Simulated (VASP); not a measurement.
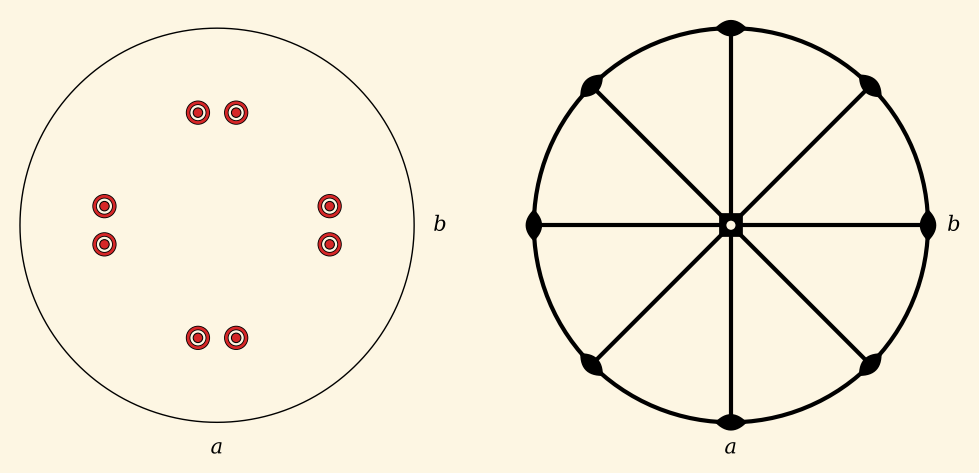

Stereographic projection: filled dots lie in the upper hemisphere, open rings in the lower; heavy lines are mirror planes (a heavy rim: a mirror in the plane of the page); lens, triangle, square and hexagon are 2-, 3-, 4- and 6-fold axes, a lens in an open square is −4, a triangle in an open hexagon −6; thin dashed diameters join the ends of axes that lie in the page; a small open circle marks inversion. The c axis points at the viewer. Left: one general form; right: the symmetry elements. Computed from the symmetry operations of a computed or model structure of composition TiO2.

Question: Identify the point group and its elements.

Answer: 4/mmm (D4h), order 16, tetragonal system: one fourfold axis, four twofold axes, five mirror planes, an inversion centre.

Question: Can such a crystal be piezoelectric, pyroelectric or chiral?

Answer: It is centrosymmetric, so neither piezoelectric nor pyroelectric; it is not chiral.
